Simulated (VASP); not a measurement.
# Run report: C, workfunction calculation (part 1 of 2)

C (slab, 8 atoms in the cell), computed with Kohn-Sham DFT of a periodic cell, PBE, VASP PAW PBE potentials, recommended, no spin polarisation (VASP 6.6.1).

The structure derives from an entry of the Crystallography Open Database. It belongs to a series of runs on one base structure; here: the (0 0 1) slab of C, cut from the database cell, not relaxed.

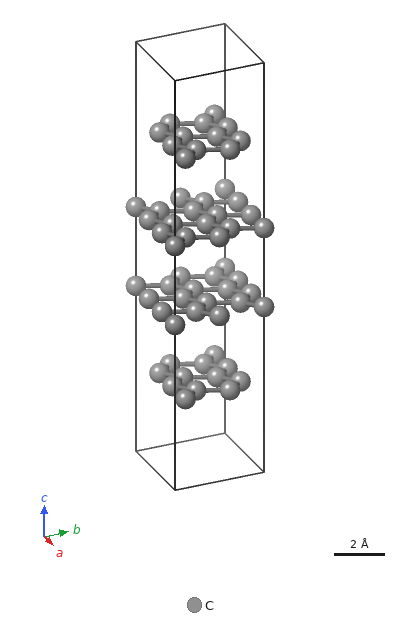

**Figure 1.** The input geometry (ball-and-stick view of the 3 × 2 repeat of the cell, with the vacuum cut short, seen slightly off an axis). Near neighbours in the crystal (not all of them lie inside the picture): C has 3 C at 1.42 Å.

INCAR
```
PREC = Accurate
ENCUT = 520
EDIFF = 1E-6
ISMEAR = 0
SIGMA = 0.05
LREAL = False
LASPH = True
NELM = 60
ALGO = Normal
ISIF = 2
LWAVE = False
LCHARG = True
LDIPOL = True
IDIPOL = 3
DIPOL = 0.5 0.5 0.500
GGA = PE
LELF = True
LVHAR = True
LVACPOTAV = True
```

KPOINTS
```
regular mesh
0
Gamma
  12 12 1
```

POSCAR
```
C
1.0
    2.4560526929      0.0000000000      0.0000000000
   -1.2280263465      2.1270040252      0.0000000000
    0.0000000000      0.0000000000     25.0945846916
C
8
Direct
    0.6666666667      0.3333333333      0.2988692617
    0.3333333333      0.6666666667      0.3010032749
    0.3333333333      0.6666666667      0.4322450829
    0.0000000000      0.0000000000      0.4343790960
    0.0000000000      0.0000000000      0.5656209040
    0.6666666667      0.3333333333      0.5677549171
    0.6666666667      0.3333333333      0.6989967251
    0.3333333333      0.6666666667      0.7011307383
```

Machine: 1 thread of Intel Xeon @ 2.50GHz (Skylake/Cascade Lake), 128 GiB of memory available, shared host.

Command:
```bash
cat potpaw_PBE.64/C/POTCAR > POTCAR
mpirun -np 1 vasp_std > vasp.out
```

OSZICAR
```
N       E                     dE             d eps       ncg     rms          rms(c)
DAV:   1     0.221297081552E+03    0.22130E+03   -0.14877E+04   798   0.130E+03
DAV:   2    -0.564732164397E+02   -0.27777E+03   -0.26456E+03  1196   0.292E+02
DAV:   3    -0.779968906288E+02   -0.21524E+02   -0.21355E+02   928   0.882E+01
DAV:   4    -0.785428115292E+02   -0.54592E+00   -0.54507E+00  1001   0.166E+01
DAV:   5    -0.785640582249E+02   -0.21247E-01   -0.21242E-01  1122   0.299E+00    0.128E+01
DAV:   6    -0.748460409347E+02    0.37180E+01   -0.37184E+00   923   0.107E+01    0.749E+00
DAV:   7    -0.736105873398E+02    0.12355E+01   -0.46120E+00   928   0.119E+01    0.192E+00
DAV:   8    -0.736092266869E+02    0.13607E-02   -0.17212E-01   971   0.238E+00    0.147E-01
DAV:   9    -0.736080558232E+02    0.11709E-02   -0.73617E-03   991   0.514E-01    0.922E-02
DAV:  10    -0.736066551246E+02    0.14007E-02   -0.14079E-03   995   0.198E-01    0.517E-02
DAV:  11    -0.736063208642E+02    0.33426E-03   -0.62293E-04   968   0.124E-01    0.279E-02
DAV:  12    -0.736065529163E+02   -0.23205E-03   -0.29917E-04   913   0.848E-02    0.129E-02
DAV:  13    -0.736065460501E+02    0.68662E-05   -0.70645E-05   893   0.425E-02    0.964E-03
DAV:  14    -0.736067618764E+02   -0.21583E-03   -0.15880E-05   903   0.300E-02    0.564E-03
DAV:  15    -0.736069928657E+02   -0.23099E-03   -0.22716E-05   857   0.213E-02    0.547E-03
DAV:  16    -0.736071140082E+02   -0.12114E-03   -0.88148E-06   809   0.107E-02    0.223E-03
DAV:  17    -0.736071455669E+02   -0.31559E-04   -0.11160E-06   749   0.483E-03    0.881E-04
DAV:  18    -0.736071638617E+02   -0.18295E-04   -0.74534E-07   692   0.455E-03    0.387E-04
DAV:  19    -0.736071665064E+02   -0.26447E-05   -0.10751E-07   629   0.189E-03    0.209E-04
DAV:  20    -0.736071670262E+02   -0.51977E-06   -0.19349E-08   609   0.100E-03
   1 F= -.73607167E+02 E0= -.73606775E+02  d E =-.783597E-03
```

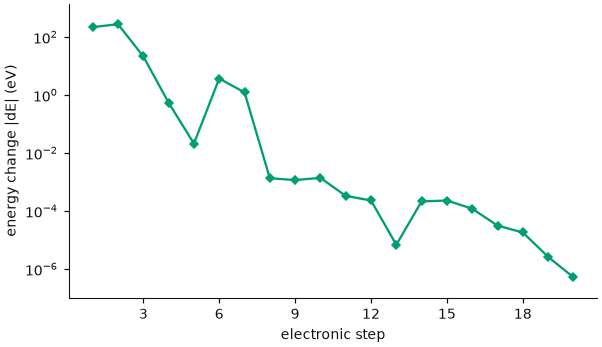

**Figure 2.** Convergence of the self-consistent field: energy change |dE| against the electronic step. It takes 20 electronic steps. The density is held fixed in the first few steps, and dE rises again when its update begins.

Parts of OUTCAR
```
PREC = Accurate
   ENCUT = 520
   EDIFF = 1E-6
   ISMEAR = 0
   LREAL = False
   LASPH = True
   NELM = 60
   ISIF = 2
   GGA = PE

 ion  position               nearest neighbor table
   1  0.667  0.333  0.299-   2 1.42   2 1.42   2 1.42
   2  0.333  0.667  0.301-   1 1.42   1 1.42   1 1.42
   3  0.333  0.667  0.432-   4 1.42   4 1.42   4 1.42
   4  0.000  0.000  0.434-   3 1.42   3 1.42   3 1.42
   5  0.000  0.000  0.566-   6 1.42   6 1.42   6 1.42
   6  0.667  0.333  0.568-   5 1.42   5 1.42   5 1.42
   7  0.667  0.333  0.699-   8 1.42   8 1.42   8 1.42
   8  0.333  0.667  0.701-   7 1.42   7 1.42   7 1.42

  LATTYP: Found a hexagonal cell.
 ALAT       =     2.4560526929
 C/A-ratio  =    10.2174455638

  Lattice vectors:

 A1 = (   2.4560526929,   0.0000000000,   0.0000000000)
 A2 = (  -1.2280263465,   2.1270040252,   0.0000000000)
 A3 = (   0.0000000000,   0.0000000000,  25.0945846916)

Analysis of symmetry for initial positions (statically):
=====================================================================
 Subroutine PRICEL returns:
 Original cell was already a primitive cell.

 Routine SETGRP: Setting up the symmetry group for a
 hexagonal supercell.

 Subroutine GETGRP returns: Found 12 space group operations
 (whereof 12 operations were pure point group operations)
 out of a pool of 24 trial point group operations.

The static configuration has the point symmetry D_3d.

Analysis of symmetry for dynamics (positions and initial velocities):
=====================================================================
 Subroutine PRICEL returns:
 Original cell was already a primitive cell.

 Routine SETGRP: Setting up the symmetry group for a
 hexagonal supercell.

 Subroutine GETGRP returns: Found 12 space group operations
 (whereof 12 operations were pure point group operations)
 out of a pool of 24 trial point group operations.

The dynamic configuration has the point symmetry D_3d.

 Subroutine INISYM returns: Found 12 space group operations
 (whereof 12 operations are pure point group operations),
 and found     1 'primitive' translations

----------------------------------------------------------------------------------------

                                     Primitive cell

  volume of cell :     131.0950

  direct lattice vectors                    reciprocal lattice vectors
     2.456052693  0.000000000  0.000000000     0.407157388  0.235072428  0.000000000
    -1.228026347  2.127004025  0.000000000     0.000000000  0.470144855  0.000000000
     0.000000000  0.000000000 25.094584692     0.000000000  0.000000000  0.039849235

  length of vectors
     2.456052693  2.456052693 25.094584692     0.470144855  0.470144855  0.039849235

  position of ions in fractional coordinates (direct lattice)
     0.666666667  0.333333333  0.298869262
     0.333333333  0.666666667  0.301003275
     0.333333333  0.666666667  0.432245083
     0.000000000  0.000000000  0.434379096
     0.000000000  0.000000000  0.565620904
     0.666666667  0.333333333  0.567754917
     0.666666667  0.333333333  0.698996725
     0.333333333  0.666666667  0.701130738

  ion indices of the primitive-cell ions
   primitive index   ion index
                 1           1
                 2           2
                 3           3
                 4           4
                 5           5
                 6           6
                 7           7
                 8           8

----------------------------------------------------------------------------------------

 KPOINTS: regular mesh

Automatic generation of k-mesh.
 Grid dimensions read from file:
 generate k-points for:   12   12    1

 Generating k-lattice:

  Cartesian coordinates                     Fractional coordinates (reciprocal lattice)
     0.033929782  0.019589369  0.000000000     0.083333333 -0.000000000  0.000000000
     0.000000000  0.039178738  0.000000000     0.000000000  0.083333333  0.000000000
     0.000000000  0.000000000  0.039849235     0.000000000  0.000000000  1.000000000

  Length of vectors
     0.039178738  0.039178738  0.039849235

  Shift w.r.t. Gamma in fractional coordinates (k-lattice)
     0.000000000  0.000000000  0.000000000

 Subroutine IBZKPT returns following result:
 ===========================================

 Found     19 irreducible k-points:

 Following reciprocal coordinates:
            Coordinates               Weight
  0.000000  0.000000  0.000000      1.000000
  0.083333 -0.000000  0.000000      6.000000
  0.166667 -0.000000  0.000000      6.000000
  0.250000 -0.000000  0.000000      6.000000
  0.333333 -0.000000  0.000000      6.000000
  0.416667 -0.000000  0.000000      6.000000
  0.500000 -0.000000  0.000000      3.000000
  0.083333  0.083333  0.000000      6.000000
  0.166667  0.083333  0.000000     12.000000
  0.250000  0.083333  0.000000     12.000000
  0.333333  0.083333  0.000000     12.000000
  0.416667  0.083333  0.000000     12.000000
  0.166667  0.166667  0.000000      6.000000
  0.250000  0.166667  0.000000     12.000000
  0.333333  0.166667  0.000000     12.000000
  0.416667  0.166667  0.000000      6.000000
  0.250000  0.250000  0.000000      6.000000
  0.333333  0.250000  0.000000     12.000000
  0.333333  0.333333  0.000000      2.000000
   k-points           NKPTS =     19   k-points in BZ     NKDIM =     19   number of bands    NBANDS=     21
   number of dos      NEDOS =    301   number of ions     NIONS =      8
   total plane-waves  NPLWV =  62208
   dimension x,y,z NGX =    18 NGY =   18 NGZ =  192
   dimension x,y,z NGXF=    36 NGYF=   36 NGZF=  384
   ions per type =               8
   NGX,Y,Z   is equivalent  to a cutoff of  12.18, 12.18, 12.72 a.u.
   NGXF,Y,Z  is equivalent  to a cutoff of  24.37, 24.37, 25.44 a.u.
 SYSTEM =  unknown system
   PREC   = accura    normal or accurate (medium, high low for compatibility)
   ISTART =      0    job   : 0-new  1-cont  2-samecut
   ICHARG =      2    charge: 1-file 2-atom 10-const
   ISPIN  =      1    spin polarized calculation?
   LNONCOLLINEAR =      F non collinear calculations
   LSORBIT =      F    spin-orbit coupling
   LASPH  =      T    aspherical Exc in radial PAW
   ENCUT  =  520.0 eV  38.22 Ry    6.18 a.u.   4.57  4.57 46.66*2*pi/ulx,y,z
   NELM   =     60;   NELMIN=  2; NELMDL= -5     # of ELM steps
   EDIFF  = 0.1E-05   stopping-criterion for ELM
   LREAL  =      F    real-space projection
   EDIFFG = 0.1E-04   stopping-criterion for IOM
   NSW    =      0    number of steps for IOM
   IBRION =     -1    ionic relax: 0-MD 1-quasi-New 2-CG
   NFREE  =      0    steps in history (QN), initial steepest desc. (CG)
   ISIF   =      2    stress and relaxation
   ISYM   =      2    0-nonsym 1-usesym 2-fastsym
   POTIM  = 0.5000    time-step for ionic-motion
   TEBEG  =    0.0;   TEEND  =   0.0 temperature during run
   PSTRESS=    0.0 pullay stress
   NELECT =      32.0000    total number of electrons
   NUPDOWN=      -1.0000    fix difference up-down
   EMIN   =  10.00;   EMAX   =-10.00  energy-range for DOS
   EFERMI =   0.00;   METHOD = LEGACY
   ISMEAR =     0;   SIGMA  =   0.05  broadening in eV -4-tet -1-fermi 0-gaus
   EFERMI_NEDOS =   21; number of points for ismear=-14 and -15
   IALGO  =     38    algorithm
   IMIX   =      4    mixing-type and parameters
     AMIX     =   0.40;   BMIX     =  1.00
     AMIX_MAG =   1.60;   BMIX_MAG =  1.00
  volume/ion in A,a.u.               =      16.39       110.58
  Fermi-wavevector in a.u.,A,eV,Ry     =   1.023127  1.933429 14.242423  1.046789
  Thomas-Fermi vector in A             =   2.156844
   LORBIT       =      0    0 simple, 1 ext, 2 COOP (PROOUT), +10 PAW based schemes
   GGA     = PE    functional components
   LHFCALC =     F    Hartree Fock is set to
   AEXX    =    0.0000 exact exchange contribution
   IVDW    =     0    specifies the selected vdW correction
   LEPSILON=     F    determine dielectric tensor
   LRPA    =     F    only Hartree local field effects (RPA)
 non-spin polarized calculation
 Gauss-broadening in eV      SIGMA  =   0.05
```
